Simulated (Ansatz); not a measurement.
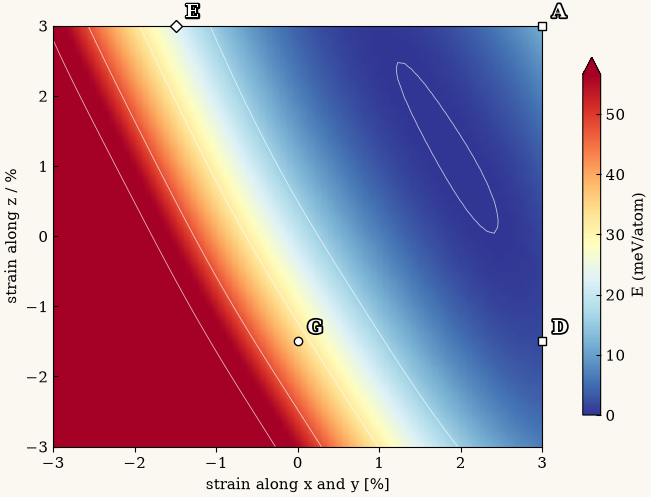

Au (Fm-3m, No. 225; 1 atom in the cell). The cell is strained homogeneously, by one strain along x and y and another along z, with fractional coordinates fixed (x, y and z along the cube axes). First axis: strain along x and y. Second axis: strain along z. Grid: 5 × 5 points. Energies are in meV/atom, from the lowest grid point. The reference cell is the one listed in the database, not relaxed at this level. These are results of DFT PBE, scalar-relativistic, plane waves, PAW (Ansatz), not measurements. Settings: cutoff 420 eV, k-mesh 20×20×20, gaussian smearing 0.15 eV, no spin polarisation.

In the figure: a smooth colour map with a few white contour lines, one colour for all values above the top of the scale, lettered points. Between grid points the surface is interpolated.

**Is E the lowest point of the computed grid?**

No. E lies 23 meV/atom above the lowest grid point, which is at strain along x and y = 1.5 %, strain along z = 1.5 %.

**Rank the lettered points by energy, lowest first.**

D (1.9 meV/atom), A (12 meV/atom), E (23 meV/atom), G (35 meV/atom).
